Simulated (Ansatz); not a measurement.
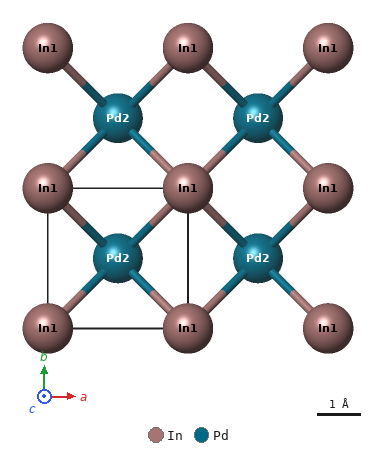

Starting structure of solid InPd (set up in Pm-3m). The picture is a ball-and-stick view of the cell of the calculation, repeated 2 × 2 × 1 with one cell outlined, seen along the c axis.

The run lets cell and atoms move.

The calculation used Kohn-Sham DFT of a periodic cell, HSEsol, Ansatz PAW in Ansatz.

The input:
```yaml
crystal:
  lattice:
    - [3.27188478, 0.0, 0.0]
    - [0.0, 3.27188478, 0.0]
    - [0.0, 0.0, 3.27188478]
  atoms:
    - { symbol: In, position: [0.0, 0.0, 0.0] }
    - { symbol: Pd, position: [0.5, 0.5, 0.5] }
hamiltonian:
  xc:
    exchange: hjs_pbesol
    correlation: pbesol
    exx: { coeff: 0.25, omega: 0.207 }
  pseudopotentials: { kind: paw }
kpoints:
  mp_grid: { grid: [4, 4, 4] }
scf:
  occupations: { method: fermi_dirac, width: 0.05 }
output:
  forces: true
  stress: true
  eigenvalues: true
  write_density: true
  write_potential: true
  elf: true
  volumetric_format: npy
relax:
  f_tol: 0.01
  max_steps: 40
  cell: { stress_tol: 0.05 }
```

Q: What does the optimiser find from here?

A: No atom moves by more than 0.005 Å relative to the cell. The volume changes by −3.8 %, with a = b = c 3.272 → 3.230 Å (−1.3 %). Some distances before and after: In1–Pd2 2.834 → 2.798 Å. The space group stays Pm-3m (No. 221). The energy falls by 21.9 meV per cell of the calculation in 2 accepted moves (4 points after the start). All forces vanish by symmetry, so only the cell relaxes. Pressure: −5.10 GPa at the start and 0.02 GPa at the end. The line search rejected the trial step at point 1 of the run. The SCF was repeated once at an unchanged geometry on a basis and grid sized afresh for the cell, which shifted the energy by 1.2 meV per cell of the calculation at most. At step 1 the optimiser overshot: the energy rose above the start, and later steps came back.

The end point in the same view:

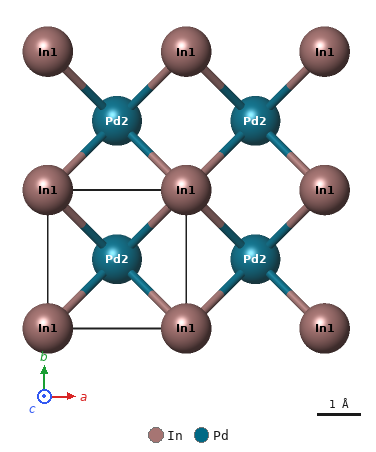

Limits of the set-up: the k-point mesh is coarse for a cell with partly filled bands.
